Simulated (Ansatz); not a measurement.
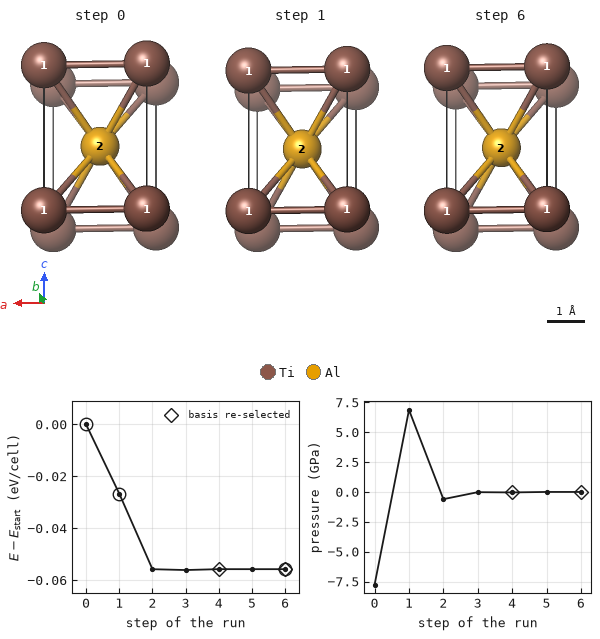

Frames of a relaxation of crystalline TiAl (set up in P4/mmm), marked on the history of the run. Style: ball-and-stick. Shown: the cell of the calculation, from a free direction.

The run lets cell and atoms move.

Method: Ansatz, Kohn-Sham DFT of a periodic cell, PBEsol with D3(BJ)-ATM, Ansatz PAW.

Input file:
```yaml
crystal:
  lattice:
    - [2.8373, 0.0, 0.0]
    - [0.0, 2.8373, 0.0]
    - [0.0, 0.0, 4.0591]
  atoms:
    - { symbol: Ti, position: [0.0, 0.0, 0.0] }
    - { symbol: Al, position: [0.5, 0.5, 0.5] }
hamiltonian:
  xc: pbesol
  pseudopotentials: { kind: paw }
  dispersion: d3bjatm
kpoints:
  mp_grid: { grid: [9, 9, 7] }
scf:
  occupations: { method: fermi_dirac, width: 0.05 }
output:
  forces: true
  stress: true
  eigenvalues: true
relax:
  f_tol: 0.01
  max_steps: 40
  cell: { stress_tol: 0.05 }
```

Launched with:
```bash
ansatz run input.yaml --threads 2 --pin off --max-ram 5632MiB --backend cpu --events-out ev --progress --plain --runs-dir out
```

What happens along the run?

No atom moves by more than 0.005 Å relative to the cell. The volume changes by −6.6 %, with a = b 2.837 → 2.765 Å (−2.5 %), c 4.059 → 3.992 Å (−1.6 %). Near-neighbour distances that change, for instance: Ti1–Ti1 2.837 → 2.765 Å, Al2–Al2 2.837 → 2.765 Å, Ti1–Al2 2.854 → 2.794 Å. The space group stays P4/mmm (No. 123). After 4 accepted moves (6 points after the start) the energy has fallen by 55.7 meV per cell of the calculation. All forces vanish by symmetry, so only the cell relaxes. The pressure goes from −7.75 to 0.01 GPa. The SCF was repeated twice at an unchanged geometry on a basis and grid sized afresh for the cell, which shifted the energy by 0.3 meV per cell of the calculation at most. From step 0 to 1: volume −11.0 %, energy −26.7 meV per cell of the calculation. From step 1 to 6: volume +4.9 %, energy −29.1 meV per cell of the calculation.
